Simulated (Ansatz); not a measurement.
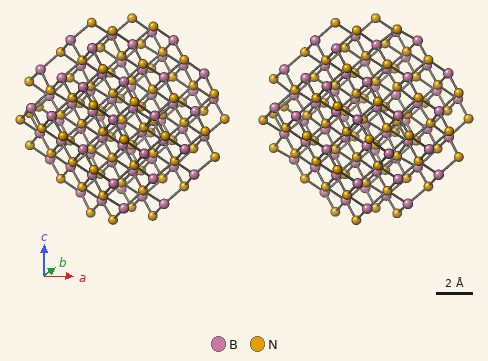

Two geometries of a defect cell of composition B₃₂N₃₃, drawn at one scale. One is the start of a relaxation, the other its converged end. A ball-and-stick model of the atoms within 5.8 Å of the atom that moves most (axes of the cell of the calculation (origin shifted)), seen slightly off an axis.

These are results of Ansatz 0.2.0, DFT, PBEsol, PAW, plane waves, not measurements. (plane-wave cutoff 420 eV; k-point mesh 1 × 1 × 1; mesh shifted by (0.25, 0.25, 0.25); collinear spin; atoms relaxed in a fixed cell; force threshold 0.03 eV/Å; at most 80 steps)

Which one is relaxed?

Answer. The right one is the relaxed one. The atoms of the start lie slightly off their symmetric places, so part of the fall in energy undoes that. Over 7 geometry steps the energy falls by 4.294 eV per cell of the calculation. Largest force component: 7.3 eV/Å at the start, 0.028 eV/Å at the end. The largest move is that of an N atom, 0.17 Å roughly along −a. Largest moves by element: N 0.17 Å, B 0.07 Å. The cell doesn't change. Some distances before and after: B–N 1.502 → 1.670 Å, B–N 1.523 → 1.670 Å, B–N 1.546 → 1.670 Å, B–N 1.573 → 1.667 Å. Bond angles that change, for instance: B–N–B 108.6° → 118.0°, B–N–B 109.8° → 101.3°, B–N–B 110.3° → 118.3°. Cost: 39 s on 7 threads of Arm Neoverse-V2, peak memory 1.2 GiB.

Limits of the set-up: the periodic images lie only 7.2 Å apart, so the values are limited by the cell's size.
